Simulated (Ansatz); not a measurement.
```yaml
crystal:
  lattice:
    - [2.99777, 0.00000, 0.00000]
    - [0.00000, 8.31474, 0.00000]
    - [0.00000, 0.00000, 8.56792]
  atoms:
    - { symbol: Sn, position: [0.50000, 0.50000, 0.00000] }
    - { symbol: O, position: [0.00000, 0.50000, 0.84607] }
    - { symbol: O, position: [0.00000, 0.50000, 0.15393] }
```

Space group Pmmm; a generated structure, not necessarily the stable one.

The calculation used Kohn-Sham DFT of a periodic cell, r2SCAN, Ansatz PAW (Ansatz 0.2.0).

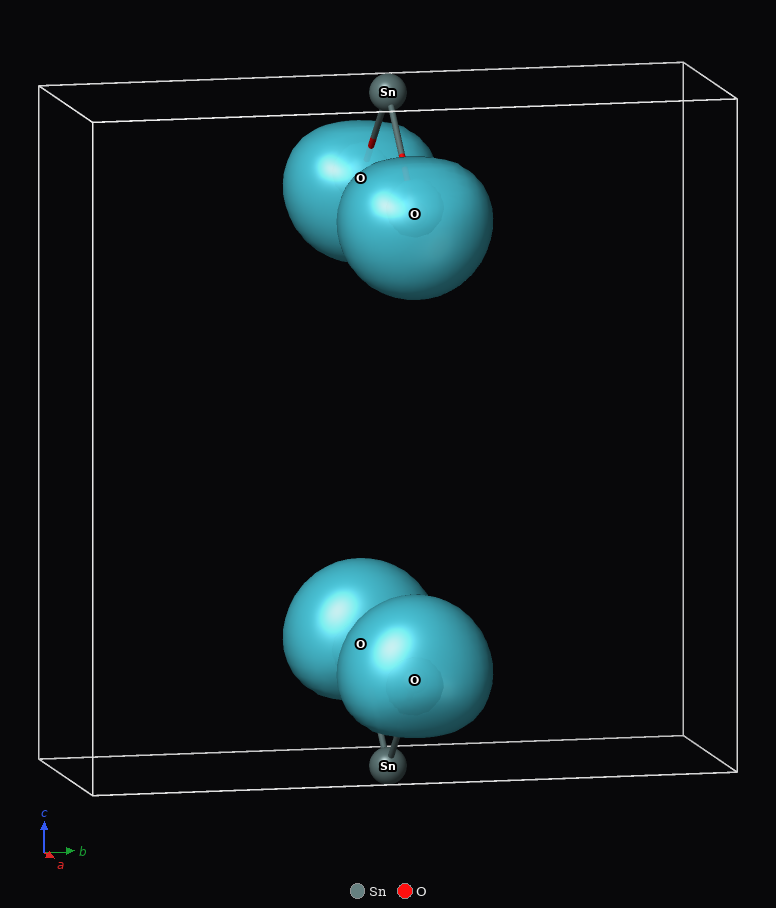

SnO2. Isosurface of the electron localisation function at 0.7 (cyan), seen slightly off an axis. Core shells and regions of very low density are left out. Sticks mark near contacts.

### Identify the bonds, lone pairs and shells in this picture.

At this value the surface marks out two regions wrapped around O (the valence shell of each), counted in one cell of 3 atoms. Regions shared between cells count once. Profiles from the grid: Sn–O (2.00 Å): the ELF peaks at about 0.80 in the valence shell of O, 0.6 Å from its nucleus, and is about 0.30 at the midpoint; no localised pair shows between them.

### Does the calculation make it a metal, or give it a gap?

It is gapped, with a Kohn–Sham gap of 2.6 eV on the k-point mesh (the band edges may lie off the mesh, which would make the gap smaller).
